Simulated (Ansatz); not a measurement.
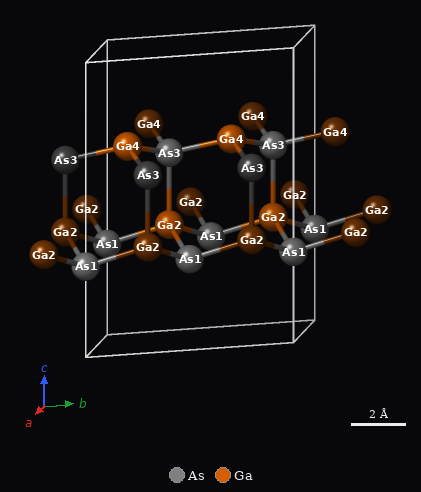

The structure (ball-and-stick view of the 1 × 2 repeat of the cell, with the vacuum cut short, seen slightly off an axis; neighbours outside the cell are drawn fainter; atoms are numbered from 1 in the order of the input). An atom can appear more than once, as a periodic image. Near neighbours in the periodic cell (some may lie outside the picture): As has 3 Ga at 2.49 Å; Ga has 4 As at 2.49 to 2.73 Å; As has 4 Ga at 2.42 to 2.73 Å; Ga has 3 As at 2.42 Å.

## What a change does: single-point calculation on GaAs

System: GaAs (slab, 4 atoms in the cell).
Method of run A: DFT PBE, scalar-relativistic, plane waves, PAW, PAW set soft_1, no spin polarisation (Ansatz 0.2.0).

The structure derives from an entry of the Crystallography Open Database. Text and figures count atoms from 1; the logs count them from 0 in places.

Input, run A:
```yaml
crystal:
  lattice:
    - [4.062960926, 0.0, 0.0]
    - [-2.031480463, 3.5186273765, 0.0]
    - [0.0, 0.0, 21.1715433583]
  atoms:
    - { symbol: As, position: [0.0, 0.0, 0.1889328488] }
    - { symbol: Ga, position: [0.3333333333, 0.6666666667, 0.228105639] }
    - { symbol: As, position: [0.3333333333, 0.6666666667, 0.3569660632] }
    - { symbol: Ga, position: [0.6666666667, 0.3333333333, 0.3859682414] }
basis:
  ecutwfc: 420
kpoints:
  mp_grid: { grid: [9, 9, 1] }
hamiltonian:
  xc: pbe
  pseudopotentials: { kind: paw, azcp: { folder: soft_1 } }
scf:
  occupations: { method: gaussian, width: 0.05 }
output:
  forces: true
  eigenvalues: true
efield:
  axis: 3
  dipole_correction: true
  ramp_width: 0.04
```

Launched with:
```bash
ansatz run input.yaml --threads 2 --pin off --max-ram 6144MiB --backend cpu --events-out ev --progress --plain --runs-dir out
```

Hardware: 2 threads of Arm Neoverse N1, 98 GiB of memory available, shared host.

Output, shortened to warnings, some set-up lines, iterations and results (run A):
```
Basis set: ecut = 420 eV, 5891 PW (Γ), exchange–correlation on 60×60×288 points (8 copies of the dense FFT grid, shifted against one another)
Symmetry: 6 space group operations
k-points: 12 of 81 (time reversal used)
Initial density: superposition of atomic densities (neutral atoms: chi_scale 0, normalization atom)
[...]
SCF iter   1: F=—  HF=-17279.039109 eV  |F-HF|=—  |Δ(HF+E_count)|=         —  Δρ=2.13e-2  dr2=4.25e0  ethr=3.10e-3  p=-0.000 e·Å  D=-2.74e-6 V/Å  ΔV_dip=0.00 eV  …
SCF iter   2: F=—  HF=-17282.305495 eV  |F-HF|=—  |Δ(HF+E_count)|=    3.27e0  Δρ=3.48e-2  dr2=8.11e1  ethr=3.10e-3  p=0.545 e·Å  D=3.26e-1 V/Å  ΔV_dip=-6.90 eV  …
SCF iter   3: F=—  HF=-17278.805531 eV  |F-HF|=—  |Δ(HF+E_count)|=    3.50e0  Δρ=1.74e-2  dr2=2.98e0  ethr=3.10e-3  p=0.021 e·Å  D=1.23e-2 V/Å  ΔV_dip=-0.26 eV  …
SCF iter   4: F=—  HF=-17278.477891 eV  |F-HF|=—  |Δ(HF+E_count)|=   3.28e-1  Δρ=1.14e-2  dr2=1.02e0  ethr=3.10e-3  p=0.107 e·Å  D=6.41e-2 V/Å  ΔV_dip=-1.36 eV  …
SCF iter   5: F=—  HF=-17278.407203 eV  |F-HF|=—  |Δ(HF+E_count)|=   7.07e-2  Δρ=5.31e-3  dr2=1.46e0  ethr=1.81e-3  p=0.216 e·Å  D=1.29e-1 V/Å  ΔV_dip=-2.73 eV  …
SCF iter   6: F=—  HF=-17278.358305 eV  |F-HF|=—  |Δ(HF+E_count)|=   4.89e-2  Δρ=2.63e-3  dr2=4.07e-1  ethr=1.81e-3  p=0.194 e·Å  D=1.16e-1 V/Å  ΔV_dip=-2.46 eV  …
SCF iter   7: F=—  HF=-17278.338655 eV  |F-HF|=—  |Δ(HF+E_count)|=   1.97e-2  Δρ=1.40e-3  dr2=1.14e-1  ethr=7.27e-4  p=0.180 e·Å  D=1.08e-1 V/Å  ΔV_dip=-2.28 eV  …
SCF iter   8: F=—  HF=-17278.333072 eV  |F-HF|=—  |Δ(HF+E_count)|=   5.58e-3  Δρ=8.63e-4  dr2=3.54e-2  ethr=2.04e-4  p=0.177 e·Å  D=1.06e-1 V/Å  ΔV_dip=-2.24 eV  …
SCF iter   9: F=—  HF=-17278.330556 eV  |F-HF|=—  |Δ(HF+E_count)|=   2.52e-3  Δρ=3.12e-4  dr2=4.73e-3  ethr=6.33e-5  p=0.169 e·Å  D=1.01e-1 V/Å  ΔV_dip=-2.14 eV  …
SCF iter  10: F=—  HF=-17278.330135 eV  |F-HF|=—  |Δ(HF+E_count)|=   4.21e-4  Δρ=8.01e-5  dr2=2.14e-4  ethr=8.45e-6  p=0.165 e·Å  D=9.86e-2 V/Å  ΔV_dip=-2.09 eV  …
SCF iter  11: F=—  HF=-17278.330113 eV  |F-HF|=—  |Δ(HF+E_count)|=   2.17e-5  Δρ=2.54e-5  dr2=1.08e-5  ethr=3.82e-7  p=0.164 e·Å  D=9.82e-2 V/Å  ΔV_dip=-2.08 eV  …
SCF iter  12: F=—  HF=-17278.330135 eV  |F-HF|=—  |Δ(HF+E_count)|=   2.21e-5  Δρ=9.77e-6  dr2=1.41e-6  ethr=1.92e-8  p=0.164 e·Å  D=9.83e-2 V/Å  ΔV_dip=-2.08 eV  …
SCF iter  13: F=-17278.330135 eV  HF=-17278.330135 eV  |F-HF|=6.72e-9  |Δ(HF+E_count)|=   1.68e-7  Δρ=2.69e-6  dr2=3.15e-8  ethr=1.79e-10  p=0.164 e·Å  D=9.83e-2 V/Å  …
SCF 1 converged in 13 iterations: F = -17278.330135 eV  dr2 = 3.15e-8
SCF converged after 13 iterations
Free energy (F): -17278.330135 eV
Harris-Foulkes:  -17278.330135 eV  (|F-HF|=6.72e-9)
Internal energy: -17278.329439 eV  (E = F + TS)
E sigma→0 (E₀):  -17278.329787 eV
Entropy (-TS):   -0.000697 eV (-0.174 meV/atom)
Fermi energy:    -0.575688 eV
Dipole field:    D = 0.098203 V/Å  (p = 0.164260 e·Å, saw-weighted, corrected)
Work function:   Φ+ = 3.2827 eV   Φ− = 5.3618 eV
Levels:          The Fermi level and band energies are counted from a zero that moves with the ramp; work functions are not
--- Per-component energies (eV) ---
  E_band       = -1126.422418
  E_kinetic    = 414.136514
  E_local      = -42221.993067  (includes V_loc(G=0)·N_el)
  E_nonlocal   = -975.993308
  E_hartree    = 21471.344933
  E_xc         = -265.308407
  E_vxc        = -256.200025  (∫ρ·V_xc dr)
  E_paw        = -8004.481134  (= ΣΔE_a)
  E_vpaw       = -1028.914712  (= ΣTr[D̂ρ^β])
  E_aug_tail   = -0.000439  (compensation charges beyond the density's cutoff)
  E_efield     = 0.008065  (sawtooth field / dipole correction)
  E_vefield    = -0.138168  (∫n·V_field dr)
  E_ewald      = 12303.957403
  E_smearing   = -0.000697  (= −TS)
  E_closure    = 0.000000  (closes the sum)
  Σ components = -17278.330135   (vs F -17278.330135, Δ=0.00e0)
--- Forces (eV/Å), atoms counted from 1 ---
  atom   1  As     0.00000000     0.00000000     0.50888892
  atom   2  Ga    -0.00000000     0.00000000    -0.49908303
  atom   3  As    -0.00000000     0.00000000    -0.02231925
  atom   4  Ga    -0.00000000     0.00000000     0.01249284
  max |Σ_I F_I| component: 2.05e-5 eV/Å
```

The input of run B differs as follows (lines with − go, lines with + come):
```diff
-basis:
-  ecutwfc: 420
+  convergence: { dr2_threshold: 1.0e-05 }
```

Predict how the results change.

The energy doesn't change within 0.01 meV per atom. The SCF takes 12 iterations against 13.

Output, shortened to warnings, some set-up lines, iterations and results (run B):
```
Warning: scf.convergence.dr2_threshold = 1e-5 eV is looser than this run's default, which is 1e-7 eV or tighter. The error in the forces grows as the threshold's square root, so leave the key out unless less accurate forces are enough
Basis set: ecut = 420 eV, 5891 PW (Γ), exchange–correlation on 60×60×288 points (8 copies of the dense FFT grid, shifted against one another)
Symmetry: 6 space group operations
k-points: 12 of 81 (time reversal used)
Initial density: superposition of atomic densities (neutral atoms: chi_scale 0, normalization atom)
[...]
SCF iter   1: F=—  HF=-17279.039109 eV  |F-HF|=—  |Δ(HF+E_count)|=         —  Δρ=2.13e-2  dr2=4.25e0  ethr=3.10e-3  p=-0.000 e·Å  D=-2.74e-6 V/Å  ΔV_dip=0.00 eV  …
SCF iter   2: F=—  HF=-17282.305495 eV  |F-HF|=—  |Δ(HF+E_count)|=    3.27e0  Δρ=3.48e-2  dr2=8.11e1  ethr=3.10e-3  p=0.545 e·Å  D=3.26e-1 V/Å  ΔV_dip=-6.90 eV  …
SCF iter   3: F=—  HF=-17278.805531 eV  |F-HF|=—  |Δ(HF+E_count)|=    3.50e0  Δρ=1.74e-2  dr2=2.98e0  ethr=3.10e-3  p=0.021 e·Å  D=1.23e-2 V/Å  ΔV_dip=-0.26 eV  …
SCF iter   4: F=—  HF=-17278.477891 eV  |F-HF|=—  |Δ(HF+E_count)|=   3.28e-1  Δρ=1.14e-2  dr2=1.02e0  ethr=3.10e-3  p=0.107 e·Å  D=6.41e-2 V/Å  ΔV_dip=-1.36 eV  …
SCF iter   5: F=—  HF=-17278.407203 eV  |F-HF|=—  |Δ(HF+E_count)|=   7.07e-2  Δρ=5.31e-3  dr2=1.46e0  ethr=1.81e-3  p=0.216 e·Å  D=1.29e-1 V/Å  ΔV_dip=-2.73 eV  …
SCF iter   6: F=—  HF=-17278.358305 eV  |F-HF|=—  |Δ(HF+E_count)|=   4.89e-2  Δρ=2.63e-3  dr2=4.07e-1  ethr=1.81e-3  p=0.194 e·Å  D=1.16e-1 V/Å  ΔV_dip=-2.46 eV  …
SCF iter   7: F=—  HF=-17278.338655 eV  |F-HF|=—  |Δ(HF+E_count)|=   1.97e-2  Δρ=1.40e-3  dr2=1.14e-1  ethr=7.27e-4  p=0.180 e·Å  D=1.08e-1 V/Å  ΔV_dip=-2.28 eV  …
SCF iter   8: F=—  HF=-17278.333072 eV  |F-HF|=—  |Δ(HF+E_count)|=   5.58e-3  Δρ=8.63e-4  dr2=3.54e-2  ethr=2.04e-4  p=0.177 e·Å  D=1.06e-1 V/Å  ΔV_dip=-2.24 eV  …
SCF iter   9: F=—  HF=-17278.330556 eV  |F-HF|=—  |Δ(HF+E_count)|=   2.52e-3  Δρ=3.12e-4  dr2=4.73e-3  ethr=6.33e-5  p=0.169 e·Å  D=1.01e-1 V/Å  ΔV_dip=-2.14 eV  …
SCF iter  10: F=—  HF=-17278.330159 eV  |F-HF|=—  |Δ(HF+E_count)|=   3.97e-4  Δρ=8.00e-5  dr2=2.14e-4  ethr=8.45e-6  p=0.165 e·Å  D=9.86e-2 V/Å  ΔV_dip=-2.09 eV  …
SCF iter  11: F=—  HF=-17278.330136 eV  |F-HF|=—  |Δ(HF+E_count)|=   2.29e-5  Δρ=2.54e-5  dr2=1.08e-5  ethr=3.82e-7  p=0.164 e·Å  D=9.82e-2 V/Å  ΔV_dip=-2.08 eV  …
SCF iter  12: F=-17278.330134 eV  HF=-17278.330135 eV  |F-HF|=1.62e-6  |Δ(HF+E_count)|=   8.63e-7  Δρ=9.74e-6  dr2=1.40e-6  ethr=1.79e-8  p=0.164 e·Å  D=9.83e-2 V/Å  …
SCF 1 converged in 12 iterations: F = -17278.330134 eV  dr2 = 1.40e-6
SCF converged after 12 iterations
Free energy (F): -17278.330134 eV
Harris-Foulkes:  -17278.330135 eV  (|F-HF|=1.62e-6)
Internal energy: -17278.329437 eV  (E = F + TS)
E sigma→0 (E₀):  -17278.329786 eV
Entropy (-TS):   -0.000697 eV (-0.174 meV/atom)
Fermi energy:    -0.575383 eV
Dipole field:    D = 0.097643 V/Å  (p = 0.163323 e·Å, saw-weighted, corrected)
Work function:   Φ+ = 3.2880 eV   Φ− = 5.3553 eV
Levels:          The Fermi level and band energies are counted from a zero that moves with the ramp; work functions are not
--- Per-component energies (eV) ---
  E_band       = -1126.407741
  E_kinetic    = 414.138055
  E_local      = -42222.010906  (includes V_loc(G=0)·N_el)
  E_nonlocal   = -975.983707
  E_hartree    = 21471.359930
  E_xc         = -265.308887
  E_vxc        = -256.200710  (∫ρ·V_xc dr)
  E_paw        = -8004.488860  (= ΣΔE_a)
  E_vpaw       = -1028.910413  (= ΣTr[D̂ρ^β])
  E_aug_tail   = -0.000439  (compensation charges beyond the density's cutoff)
  E_efield     = 0.007974  (sawtooth field / dipole correction)
  E_vefield    = -0.137470  (∫n·V_field dr)
  E_ewald      = 12303.957403
  E_smearing   = -0.000697  (= −TS)
  E_closure    = -0.000000  (closes the sum)
  Σ components = -17278.330134   (vs F -17278.330134, Δ=0.00e0)
--- Forces (eV/Å), atoms counted from 1 ---
  atom   1  As     0.00000000     0.00000000     0.50928915
  atom   2  Ga    -0.00000000     0.00000000    -0.49916262
  atom   3  As    -0.00000000     0.00000000    -0.02265651
  atom   4  Ga    -0.00000000     0.00000000     0.01271735
  max |Σ_I F_I| component: 1.87e-4 eV/Å
```

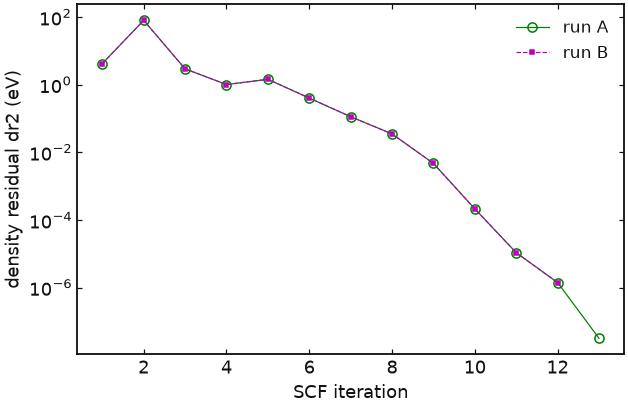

Convergence of the two runs: density residual dr2 against the SCF iteration. Run A takes 13 iterations in all, and run B takes 12.

The two runs side by side:

| quantity | run A | run B |
| --- | --- | --- |
| outcome | converged | converged |
| free energy per atom (eV) | −4319.5825 | −4319.5825 |
| gap on the mesh (eV) | 0.00 | 0.00 |
| work function (eV) | 3.28 | – |
| largest force (eV/Å) | 0.509 | 0.509 |
| SCF iterations | 13 | 12 |
| irreducible k-points | 12 | 12 |
| plane waves at Γ | 5891 | 5891 |
| wall time (shared host) | 14 s | 14 s |

For run B: These settings are looser than, or depart from, a standard set-up, so the numbers are not reference values for this system. Warnings: the SCF threshold is loose for the printed forces.
